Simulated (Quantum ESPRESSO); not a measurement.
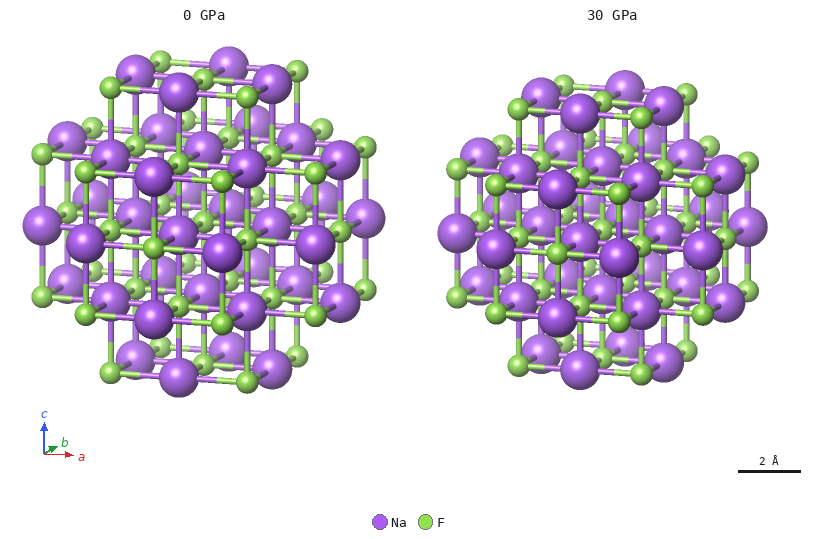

Crystalline NaF (set up in Fm-3m), relaxed (cell and atoms) at several target pressures. The picture shows the first and the last member. The picture is a ball-and-stick view of the conventional cell (4 times the calculation's cell), seen slightly off an axis. Lengths and directions refer to the drawn axes.

Computed with Quantum ESPRESSO 7.5: PBE, SSSP 1.3 efficiency PBE. Settings: plane-wave cutoff 857.2 eV; k-point mesh 10 × 10 × 10; occupations fermi-dirac; smearing width 0.05 eV; no spin polarisation.

| pressure (GPa) | volume (Å³/atom) | a (Å) |
| --- | --- | --- |
| 0 | 13.115 | 4.716 |
| 2 | ? | ? |
| 5 | 11.978 | 4.576 |
| 10 | 11.222 | 4.478 |
| 20 | 10.213 | 4.339 |
| 30 | 9.534 | 4.241 |

### Fill in the missing row.

Murnaghan's form V = V₀(1 + B′P/B₀)^(−1/B′), with V₀ = 13.115 Å³ from the row at zero pressure, fits the other rows with B₀ = 45.8 GPa and B′ = 4.09 (largest miss 0.005 Å³). At 2 GPa it gives 13.115 × (1 + 4.09 × 2/45.8)^(−1/4.09) = 12.599 Å³ per atom. The calculation gives 12.590 Å³/atom (a = 4.653 Å). The estimate is 0.009 Å³/atom too high. From the first member to the last: Na–Na 3.335 → 2.999 Å, F–Na 2.358 → 2.120 Å.

The whole series:

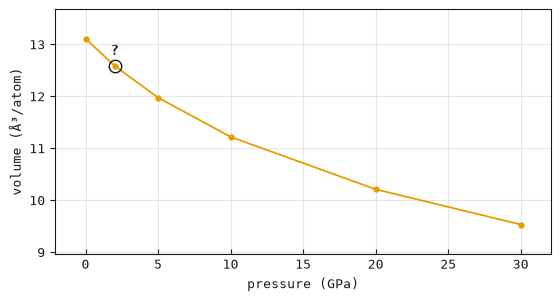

Each member starts from this one structure; whether another phase lies lower wasn't checked.
